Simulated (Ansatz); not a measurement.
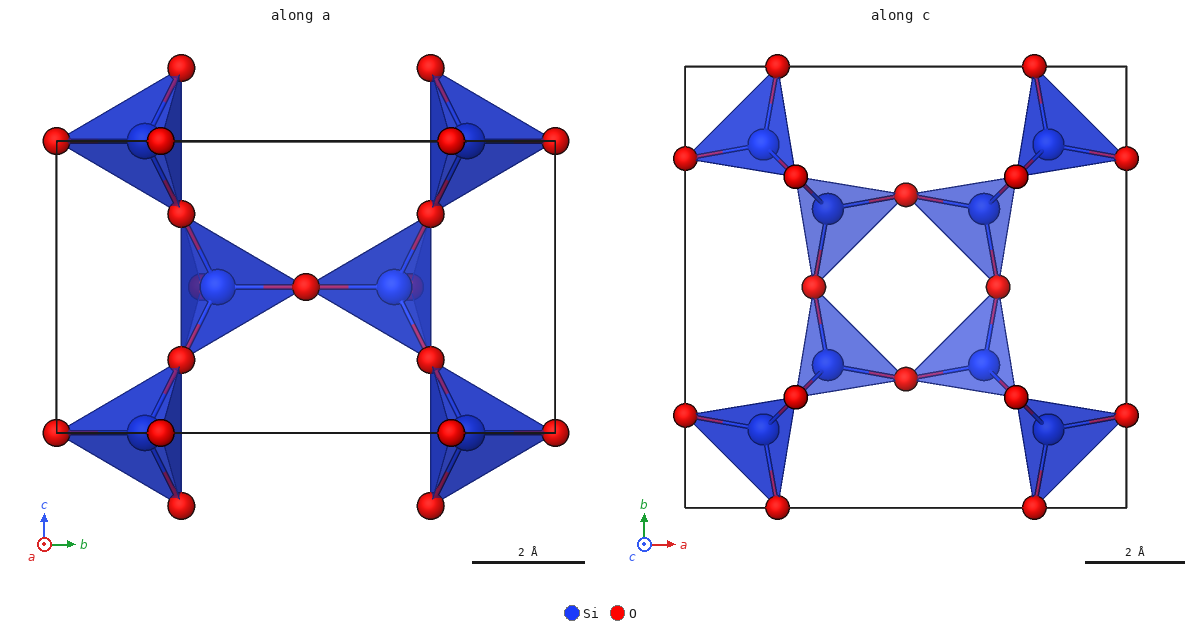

A polyhedral rendering, viewed along the a axis and along the c axis. One conventional unit cell is framed, with atoms on its boundary repeated. Some atoms of the next cells are drawn as well.

SiO$_{2}$, space group I4/mmm (No. 139), a = 8.94 Å, b = 8.94 Å, c = 5.23 Å, α = 90.00°, β = 90.00°, γ = 90.00°.

Theory: DFT r2SCAN, scalar-relativistic, plane waves, PAW (Ansatz 0.2.0). Numerical settings: 500 eV cutoff, k-points about 0.23 Å⁻¹ apart, Gaussian smearing of 0.02 eV, no spin polarisation.

What is the electronic character?

An insulator at this level, with a gap of 6.08 eV.

Which way would the volume go on relaxing?

The computed pressure is 0.0 GPa, close to zero.

It goes back to a structure listed in the Materials Project. Earlier steps of the study, as a rule a relaxation of our own, may have changed the cell and positions, so they can lie some per cent off the listed ones. It was run through Ansatz as a DFT input.
